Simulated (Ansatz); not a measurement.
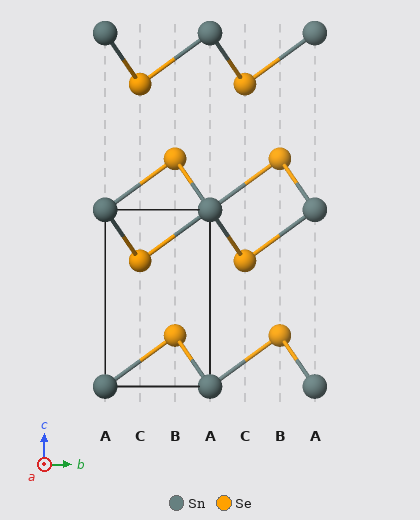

The picture looks along a close-packed row of the hexagonal mesh; c points upwards. The dashed lines mark the three columns A (0, 0), B (1/3, 2/3) and C (2/3, 1/3). The sequence starts with the first layer at or above the cell's origin.

SnSe₂ (space group P-3m1, No. 164): the geometry relaxed at fixed volume with Ansatz 0.2.0, DFT PBE+D3(BJ), scalar-relativistic, plane waves, PAW.

**Give the sequence of layers in one repeat, with element and column.**

Sn(A) – Se(B) – Se(C) (three layers in 5.50 Å).

**How are the Se layers alone stacked?**

Se layers alone: BC, the hexagonal type.

**Which positions between or in the Se layers do the other atoms fill?**

Sn: one octahedral site, counted in one hexagonal cell. One of the two gaps between Se layers is empty, 2.32 Å wide.

**What short polytype symbol fits?**

Polytype symbol 1T, the symbol of a layered MX2 polytype (number of slabs in the repeat and lattice).

Heights of the layers:

```json
{"layer": "1", "atoms (column)": "Sn(A)", "height (Å)": "0.00", "to next (Å)": "1.59"}
{"layer": "2", "atoms (column)": "Se(B)", "height (Å)": "1.59", "to next (Å)": "2.32"}
{"layer": "3", "atoms (column)": "Se(C)", "height (Å)": "3.91", "to next (Å)": "1.59"}
```
